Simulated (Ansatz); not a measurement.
# Run report: Si₃N₄, geometry relaxation (part 2 of 2)

Si₃N₄ (14 atoms in the cell); DFT, PBE, plane-wave PAW, default files, scalar-relativistic, no spin polarisation (Ansatz 0.2.0); cutoff 420 eV, 4×4×9 k-mesh, Fermi–Dirac smearing of 0.02 eV. The structure derives from an entry of the Crystallography Open Database. It belongs to a series of runs on one base structure; here: ions relaxed at fixed cell.

Geometry of the input (Å; fractional positions):
```
7.6272  0.0000  0.0000
-3.8136  6.6053  0.0000
0.0000  0.0000  2.9182
Si 0.1842  0.7704  0.2500
Si 0.4138  0.1842  0.7500
Si 0.2296  0.4138  0.2500
Si 0.8158  0.2296  0.7500
Si 0.5862  0.8158  0.2500
Si 0.7704  0.5862  0.7500
N  0.3333  0.6667  0.2500
N  0.6667  0.3333  0.7500
N  0.3399  0.0357  0.2500
N  0.3042  0.3399  0.7500
N  0.9643  0.3042  0.2500
N  0.6601  0.9643  0.7500
N  0.6958  0.6601  0.2500
N  0.0357  0.6958  0.7500
```

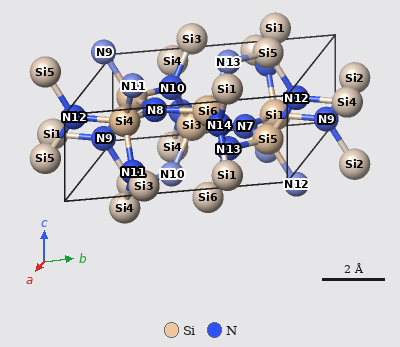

**Figure 1.** The geometry at step 3 of the log (ball-and-stick view of the cell of the calculation, seen slightly off an axis; neighbours outside the cell are drawn fainter; atoms are numbered from 1 in the order of the input).

**Log, continued**
```
--- Per-component energies (eV) ---
  E_band       = 58.018404
  E_kinetic    = 1350.962668
  E_local      = -2157.365091  (includes V_loc(G=0)·N_el)
  E_nonlocal   = 509.308557
  E_hartree    = 720.469156
  E_xc         = -826.776456
  E_vxc        = -911.820475  (∫ρ·V_xc dr)
  E_paw        = -4100.386046  (= ΣΔE_a)
  E_vpaw       = -174.005169  (= ΣTr[D̂ρ^β])
  E_aug_tail   = 0.000831  (compensation charges beyond the density's cutoff)
  E_ewald      = -2398.006380
  E_smearing   = -0.000000  (= −TS)
  E_closure    = 0.000000  (closes the sum)
  Σ components = -6901.792761   (vs F -6901.792761, Δ=0.00e0)
--- Forces (eV/Å), atoms counted from 1 ---
  atom   1  Si    -0.01386574    -0.00437985     0.00000000
  atom   2  Si    -0.00313981    -0.01419801     0.00000000
  atom   3  Si     0.01072593    -0.00981816     0.00000000
  atom   4  Si     0.01386574     0.00437985     0.00000000
  atom   5  Si     0.00313981     0.01419801     0.00000000
  atom   6  Si    -0.01072593     0.00981816     0.00000000
  atom   7  N      0.00000000    -0.00000000     0.00000000
  atom   8  N     -0.00000000     0.00000000     0.00000000
  atom   9  N      0.00847081     0.01462236     0.00000000
  atom  10  N     -0.00842793     0.01464711     0.00000000
  atom  11  N     -0.01689874     0.00002475     0.00000000
  atom  12  N     -0.00847081    -0.01462236     0.00000000
  atom  13  N      0.00842793    -0.01464711     0.00000000
  atom  14  N      0.01689874    -0.00002475     0.00000000
  max |Σ_I F_I| component: 3.47e-18 eV/Å
--- Stress (GPa, compression-positive) ---
        3.163959      -0.000000       0.000000
        0.000000       3.163959       0.000000
        0.000000       0.000000       2.491079
  P = ⅓ Tr σ = 2.9397 GPa (29.397 kbar)
--- PAW observables at the nuclei: V_zz in 10²¹ V/m², potentials from the cell's mean, atoms counted from 1 ---
  atom   1  Si V_zz =    +0.967287   η = 0.4546   by run symmetry: allowed
            electrostatic potential = -1359.705062 V   contact ρ = 12804.235286 e/Å³
  atom   2  Si V_zz =    +0.967287   η = 0.4546   by run symmetry: allowed
            electrostatic potential = -1359.705062 V   contact ρ = 12804.235282 e/Å³
  atom   3  Si V_zz =    +0.967287   η = 0.4546   by run symmetry: allowed
            electrostatic potential = -1359.705062 V   contact ρ = 12804.235286 e/Å³
  atom   4  Si V_zz =    +0.967287   η = 0.4546   by run symmetry: allowed
            electrostatic potential = -1359.705062 V   contact ρ = 12804.235286 e/Å³
  atom   5  Si V_zz =    +0.967287   η = 0.4546   by run symmetry: allowed
            electrostatic potential = -1359.705062 V   contact ρ = 12804.235282 e/Å³
  atom   6  Si V_zz =    +0.967287   η = 0.4546   by run symmetry: allowed
            electrostatic potential = -1359.705062 V   contact ρ = 12804.235286 e/Å³
  atom   7  N  V_zz =    -4.978805   η = 0.0000   by run symmetry: allowed   C_q = -2.4607 MHz
            electrostatic potential = -516.279666 V   contact ρ = 1411.816017 e/Å³
  atom   8  N  V_zz =    -4.978805   η = 0.0000   by run symmetry: allowed   C_q = -2.4607 MHz
            electrostatic potential = -516.279666 V   contact ρ = 1411.816017 e/Å³
  atom   9  N  V_zz =    -5.040917   η = 0.0764   by run symmetry: allowed   C_q = -2.4914 MHz
            electrostatic potential = -515.885680 V   contact ρ = 1411.751526 e/Å³
  atom  10  N  V_zz =    -5.040917   η = 0.0764   by run symmetry: allowed   C_q = -2.4914 MHz
            electrostatic potential = -515.885680 V   contact ρ = 1411.751526 e/Å³
  atom  11  N  V_zz =    -5.040917   η = 0.0764   by run symmetry: allowed   C_q = -2.4914 MHz
            electrostatic potential = -515.885680 V   contact ρ = 1411.751526 e/Å³
  atom  12  N  V_zz =    -5.040917   η = 0.0764   by run symmetry: allowed   C_q = -2.4914 MHz
            electrostatic potential = -515.885680 V   contact ρ = 1411.751526 e/Å³
  atom  13  N  V_zz =    -5.040917   η = 0.0764   by run symmetry: allowed   C_q = -2.4914 MHz
            electrostatic potential = -515.885680 V   contact ρ = 1411.751526 e/Å³
  atom  14  N  V_zz =    -5.040917   η = 0.0764   by run symmetry: allowed   C_q = -2.4914 MHz
            electrostatic potential = -515.885680 V   contact ρ = 1411.751526 e/Å³
--- Band table (eV; the first three rows and the last of 20) ---
  k-point 0: bands = ["-9.9793", "-8.5324", "-8.5324", "-7.9008", "-7.7603", "-7.7603", "-6.5333", "-6.2248", "0.1193", "0.1193", "0.2012", "0.8589", "0.8589", "2.3805", "2.3805", "3.2483", "3.6075", "4.1455", "4.1455", "4.2891", "4.2891", "4.8585", "4.8585", "4.9201", "5.3956", "6.6463", "6.6463", "6.8985", "6.8985", "7.7011", "7.7843", "7.9644", "12.4507", "12.8385", "13.0078", "13.0078", "13.3267", "13.3267", "14.0949", "15.5842", "16.1257", "16.1257", "16.8244", "17.6491", "17.6491", "17.8939"]
  k-point 1: bands = ["-9.8324", "-8.4000", "-8.4000", "-7.7988", "-7.6465", "-7.6465", "-6.4756", "-6.2035", "0.1365", "0.1365", "0.2969", "0.8833", "0.8833", "2.4339", "2.4339", "2.9850", "3.2599", "3.7222", "3.7222", "3.7881", "3.7881", "4.7305", "4.7876", "4.7876", "4.9266", "6.6153", "6.6153", "6.9278", "6.9278", "7.2073", "7.3462", "8.1450", "13.3557", "13.3599", "13.7010", "13.7010", "13.8062", "13.8062", "14.3481", "15.6485", "15.9817", "15.9817", "17.1624", "17.3730", "17.3730", "17.3832"]
  k-point 2: bands = ["-9.4050", "-8.0242", "-8.0242", "-7.5230", "-7.3372", "-7.3372", "-6.3334", "-6.1910", "0.0036", "0.0036", "0.5567", "0.7490", "0.7490", "1.7838", "2.4382", "2.4382", "2.8707", "2.8707", "2.9113", "3.1831", "3.1831", "3.8862", "4.5685", "4.7565", "4.7565", "6.2352", "6.5267", "6.5267", "6.7315", "6.8935", "6.8935", "8.1491", "14.0190", "14.0190", "14.4190", "14.8752", "14.8752", "14.9546", "15.2151", "15.6890", "15.7491", "15.7491", "16.1212", "16.1212", "16.7223", "17.1887"]
  k-point 19: bands = ["-7.7326", "-7.5067", "-7.1835", "-6.9087", "-6.7786", "-6.6456", "-6.2480", "-6.2144", "-0.9657", "-0.8460", "-0.5553", "-0.2118", "0.0567", "0.3832", "1.2877", "1.8647", "2.0996", "2.3693", "3.1610", "3.3485", "3.5655", "3.6451", "3.7962", "4.1031", "5.3337", "5.4393", "6.2631", "6.3278", "6.6509", "6.7974", "7.0165", "7.2239", "13.0091", "13.2002", "13.7317", "13.9198", "14.3661", "14.5299", "14.6327", "14.8234", "15.0092", "15.2928", "15.7822", "15.9073", "17.0661", "17.2543"]
--- Relaxed structure (5 steps of the walk, 5 accepted, 0 SCFs on fresh bases) ---
  F+E_penalty+E_count = -6901.79276138 eV   max|allowed force component| = 1.690e-2 eV/Å
  atoms:
    - { symbol: Si, position: [0.17428085601116636, 0.7681924858630911, 0.24999999999999997] }
    - { symbol: Si, position: [0.40608837014807503, 0.17428085601116639, 0.7499999999999999] }
    - { symbol: Si, position: [0.23180751413690875, 0.4060883701480751, 0.24999999999999997] }
    - { symbol: Si, position: [0.8257191439888335, 0.23180751413690878, 0.7499999999999999] }
    - { symbol: Si, position: [0.5939116298519248, 0.8257191439888334, 0.24999999999999997] }
    - { symbol: Si, position: [0.7681924858630911, 0.5939116298519248, 0.7499999999999999] }
    - { symbol: N, position: [0.3333333333333333, 0.6666666666666667, 0.24999999999999997] }
    - { symbol: N, position: [0.6666666666666667, 0.33333333333333326, 0.7499999999999999] }
    - { symbol: N, position: [0.3297425880112726, 0.030195179644957455, 0.24999999999999997] }
    - { symbol: N, position: [0.2995474083663152, 0.3297425880112727, 0.7499999999999999] }
    - { symbol: N, position: [0.9698048203550426, 0.2995474083663152, 0.24999999999999997] }
    - { symbol: N, position: [0.6702574119887272, 0.9698048203550425, 0.7499999999999999] }
    - { symbol: N, position: [0.7004525916336846, 0.6702574119887273, 0.24999999999999997] }
    - { symbol: N, position: [0.03019517964495727, 0.7004525916336845, 0.7499999999999999] }
--- Löwdin populations: 14 sites ---
  site symbol       q [e]
     0     Si      2.5578
     1     Si      2.5578
     2     Si      2.5578
     3     Si      2.5578
     4     Si      2.5578
     5     Si      2.5578
     6      N      5.9757
     7      N      5.9757
     8      N      5.9662
     9      N      5.9662
    10      N      5.9662
    11      N      5.9662
    12      N      5.9662
    13      N      5.9662
  spilling = 0.014135 (of n_electrons = 64.000000)
```

**File populations.tsv**
```
# site	symbol	l	j	q
# orbitals = lowdin
# n_electrons = 64.000000
# spilling = 0.014135
0	Si	0_3S	-	0.802330
0	Si	1_3P	-	1.755452
1	Si	0_3S	-	0.802330
1	Si	1_3P	-	1.755452
2	Si	0_3S	-	0.802330
2	Si	1_3P	-	1.755452
3	Si	0_3S	-	0.802330
3	Si	1_3P	-	1.755452
4	Si	0_3S	-	0.802330
4	Si	1_3P	-	1.755452
5	Si	0_3S	-	0.802330
5	Si	1_3P	-	1.755452
6	N	0_2S	-	1.379851
6	N	1_2P	-	4.595814
7	N	0_2S	-	1.379851
7	N	1_2P	-	4.595814
8	N	0_2S	-	1.370082
8	N	1_2P	-	4.596140
9	N	0_2S	-	1.370082
9	N	1_2P	-	4.596140
10	N	0_2S	-	1.370082
10	N	1_2P	-	4.596140
11	N	0_2S	-	1.370082
11	N	1_2P	-	4.596140
12	N	0_2S	-	1.370082
12	N	1_2P	-	4.596140
13	N	0_2S	-	1.370082
13	N	1_2P	-	4.596140
```

**Trajectory as extended XYZ (Å, eV, eV/Å), 5 frames, from step=1 to step=5**
```
14
Lattice="7.6272 0.0000 0.0000 -3.8136 6.6053 0.0000 0.0000 0.0000 2.9182" Properties=species:S:1:pos:R:3:forces:R:3 step=1 energy=-6901.34593
Si   -1.5331    5.0888    0.7296   -2.1258   0.7490   0.0000
Si    2.4537    1.2167    2.1886   -1.7115  -1.4665   0.0000
Si    0.1731    2.7333    0.7296    0.4142  -2.2155   0.0000
Si    5.3467    1.5166    2.1886    2.1258  -0.7490   0.0000
Si    1.3599    5.3886    0.7296    1.7115   1.4665   0.0000
Si    3.6405    3.8721    2.1886   -0.4142   2.2155   0.0000
N     0.0000    4.4036    0.7296    0.0000   0.0000   0.0000
N     3.8136    2.2018    2.1886    0.0000   0.0000   0.0000
N     2.4563    0.2358    0.7296   -0.3440  -0.0330   0.0000
N     1.0240    2.2452    2.1886   -0.1434  -0.3144   0.0000
N     6.1948    2.0093    0.7296    0.2006  -0.2814   0.0000
N     1.3573    6.3695    2.1886    0.3440   0.0330   0.0000
N     2.7896    4.3602    0.7296    0.1434   0.3144   0.0000
N    -2.3812    4.5960    2.1886   -0.2006   0.2814   0.0000
14
Lattice="7.6272 0.0000 0.0000 -3.8136 6.6053 0.0000 0.0000 0.0000 2.9182" Properties=species:S:1:pos:R:3:forces:R:3 step=2 energy=-6901.69117
Si   -1.5675    5.0804    0.7296   -1.0832   0.3507   0.0000
Si    2.4437    1.1827    2.1886   -0.8453  -0.7628   0.0000
Si    0.1976    2.7077    0.7296    0.2379  -1.1135   0.0000
Si    5.3811    1.5249    2.1886    1.0832  -0.3507   0.0000
Si    1.3699    5.4226    0.7296    0.8453   0.7628   0.0000
Si    3.6160    3.8977    2.1886   -0.2379   1.1135   0.0000
N     0.0000    4.4036    0.7296    0.0000   0.0000   0.0000
N     3.8136    2.2018    2.1886    0.0000   0.0000   0.0000
N     2.4215    0.2153    0.7296   -0.0743   0.0470   0.0000
N     1.0243    2.2047    2.1886   -0.0778  -0.0409   0.0000
N     6.2300    1.9894    0.7296   -0.0035  -0.0878   0.0000
N     1.3921    6.3901    2.1886    0.0743  -0.0470   0.0000
N     2.7893    4.4007    0.7296    0.0778   0.0409   0.0000
N    -2.4164    4.6159    2.1886    0.0035   0.0878   0.0000
14
Lattice="7.6272 0.0000 0.0000 -3.8136 6.6053 0.0000 0.0000 0.0000 2.9182" Properties=species:S:1:pos:R:3:forces:R:3 step=3 energy=-6901.79201
Si   -1.5990    5.0732    0.7296   -0.1017   0.0141   0.0000
Si    2.4342    1.1518    2.1886   -0.0631  -0.0810   0.0000
Si    0.2196    2.6840    0.7296    0.0386  -0.0951   0.0000
Si    5.4126    1.5322    2.1886    0.1017  -0.0141   0.0000
Si    1.3794    5.4535    0.7296    0.0631   0.0810   0.0000
Si    3.5940    3.9214    2.1886   -0.0386   0.0951   0.0000
N     0.0000    4.4036    0.7296    0.0000   0.0000   0.0000
N     3.8136    2.2018    2.1886    0.0000   0.0000   0.0000
N     2.3993    0.1984    0.7296    0.0338   0.0511   0.0000
N     1.0278    2.1771    2.1886   -0.0274   0.0548   0.0000
N     6.2557    1.9787    0.7296   -0.0611   0.0037   0.0000
N     1.4143    6.4070    2.1886   -0.0338  -0.0511   0.0000
N     2.7858    4.4283    0.7296    0.0274  -0.0548   0.0000
N    -2.4421    4.6267    2.1886    0.0611  -0.0037   0.0000
14
Lattice="7.6272 0.0000 0.0000 -3.8136 6.6053 0.0000 0.0000 0.0000 2.9182" Properties=species:S:1:pos:R:3:forces:R:3 step=4 energy=-6901.79276
Si   -1.6003    5.0742    0.7296   -0.0139  -0.0044   0.0000
Si    2.4327    1.1512    2.1886   -0.0032  -0.0142   0.0000
Si    0.2194    2.6824    0.7296    0.0107  -0.0098   0.0000
Si    5.4139    1.5312    2.1886    0.0139   0.0044   0.0000
Si    1.3809    5.4542    0.7296    0.0032   0.0142   0.0000
Si    3.5942    3.9230    2.1886   -0.0107   0.0098   0.0000
N     0.0000    4.4036    0.7296    0.0000   0.0000   0.0000
N     3.8136    2.2018    2.1886    0.0000   0.0000   0.0000
N     2.3999    0.1994    0.7296    0.0085   0.0146   0.0000
N     1.0272    2.1781    2.1886   -0.0084   0.0147   0.0000
N     6.2545    1.9786    0.7296   -0.0169   0.0000   0.0000
N     1.4137    6.4059    2.1886   -0.0085  -0.0146   0.0000
N     2.7864    4.4273    0.7296    0.0084  -0.0147   0.0000
N    -2.4409    4.6267    2.1886    0.0169   0.0000   0.0000
14
Lattice="7.6272 0.0000 0.0000 -3.8136 6.6053 0.0000 0.0000 0.0000 2.9182" Properties=species:S:1:pos:R:3:forces:R:3 step=5 energy=-6901.79276
Si   -1.6003    5.0742    0.7296   -0.0139  -0.0044   0.0000
Si    2.4327    1.1512    2.1886   -0.0031  -0.0142   0.0000
Si    0.2194    2.6824    0.7296    0.0107  -0.0098   0.0000
Si    5.4139    1.5312    2.1886    0.0139   0.0044   0.0000
Si    1.3809    5.4542    0.7296    0.0031   0.0142   0.0000
Si    3.5942    3.9230    2.1886   -0.0107   0.0098   0.0000
N     0.0000    4.4036    0.7296    0.0000   0.0000   0.0000
N     3.8136    2.2018    2.1886    0.0000   0.0000   0.0000
N     2.3999    0.1994    0.7296    0.0085   0.0146   0.0000
N     1.0272    2.1781    2.1886   -0.0084   0.0146   0.0000
N     6.2545    1.9786    0.7296   -0.0169   0.0000   0.0000
N     1.4137    6.4059    2.1886   -0.0085  -0.0146   0.0000
N     2.7864    4.4273    0.7296    0.0084  -0.0146   0.0000
N    -2.4409    4.6267    2.1886    0.0169   0.0000   0.0000
```

**Key numbers**

| quantity | value |
| --- | --- |
| outcome | converged |
| space group (tolerance 0.01 Å) | P6₃/m (176) |
| electrons treated | 64 |
| free energy | −6901.7928 eV |
| Fermi energy | 10.313 eV |
| gap on the k-point mesh | 4.30 eV |
| pressure | 2.94 GPa |
| final volume | 147.02 Å³ |
| field gradient V_zz (10²¹ V/m²) | Si 0.97, Si 0.97, Si 0.97, Si 0.97, Si 0.97, Si 0.97, N −4.98, N −4.98 (the first 8 of 14 sites) |
| largest force (length of the vector) at the end | 0.017 eV/Å |
| final cell | a = 7.627 Å, b = 7.627 Å, c = 2.918 Å, α = 90.00°, β = 90.00°, γ = 120.00° |
| hardware | 1 thread of an x86-64 CPU, shared host |
| wall time | 37 s |
| peak memory | 0.59 GiB |

**Notes**

The program warns: the SCF threshold is looser than advised for the printed stress.
